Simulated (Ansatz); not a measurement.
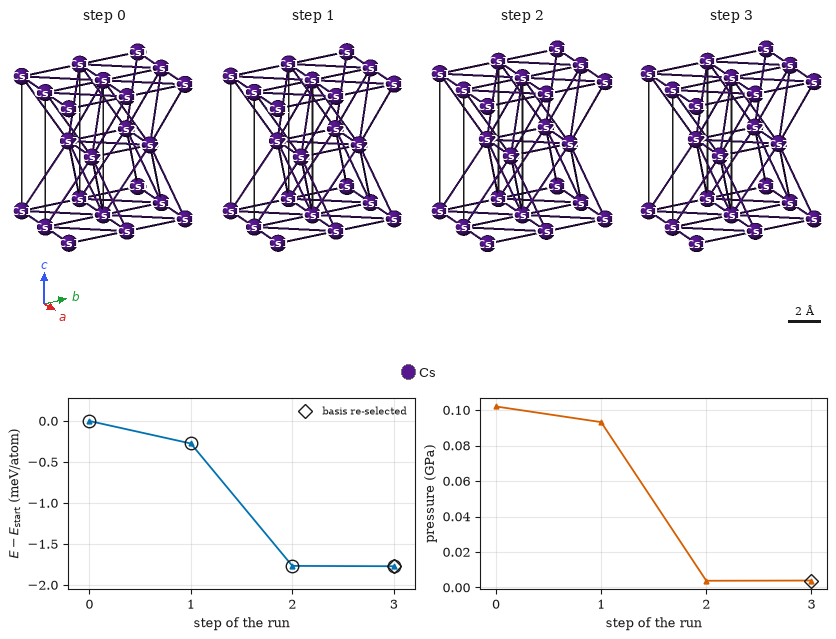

Frames of a relaxation of solid Cs (a generated structure, set up in P6_3/mmc), marked on the history of the run. The picture is a ball-and-stick view of the cell of the calculation, repeated 2 × 2 × 1 with one cell outlined, seen slightly off an axis.

Computed with DFT PBE, scalar-relativistic, plane waves, PAW in Ansatz. Settings: plane-wave cutoff 420 eV; k-point mesh 9 × 9 × 6; occupations gaussian; smearing width 0.1 eV; no spin polarisation; cell and atoms relaxed; force threshold 0.005 eV/Å; at most 80 steps.

Question: Describe the path.

Answer: After 2 accepted moves (3 points after the start) the energy has fallen by 1.8 meV per atom. All forces vanish by symmetry, so only the cell relaxes. The pressure goes from 0.10 to 0.00 GPa. The SCF was repeated once at an unchanged geometry on a basis and grid sized afresh for the cell, which shifted the energy by less than 0.05 meV per atom at most. The atoms keep their places relative to the cell (all moves are under 0.005 Å). The drawn cell changes as follows: a = b 5.405 → 5.476 Å (+1.3 %), c 8.826 → 9.008 Å (+2.1 %); the volume changes by +4.8 %. Some distances before and after: Cs1–Cs2 5.405 → 5.503 Å, Cs1–Cs1 5.405 → 5.476 Å. The space group stays P6_3/mmc (No. 194). From step 0 to 1: volume +0.4 %, energy −0.3 meV per atom. From step 1 to 2: volume +4.3 %, energy −1.5 meV per atom. From step 2 to 3: energy 0.0 meV per atom.

```tsv
step	E − E(0), meV/atom	pressure, GPa	volume, Å³/atom	note
0	0.00	0.10	111.659	
1	-0.27	0.09	112.095	
2	-1.77	0.00	116.963	
3	-1.77	0.00	116.963	same geometry, new basis
```
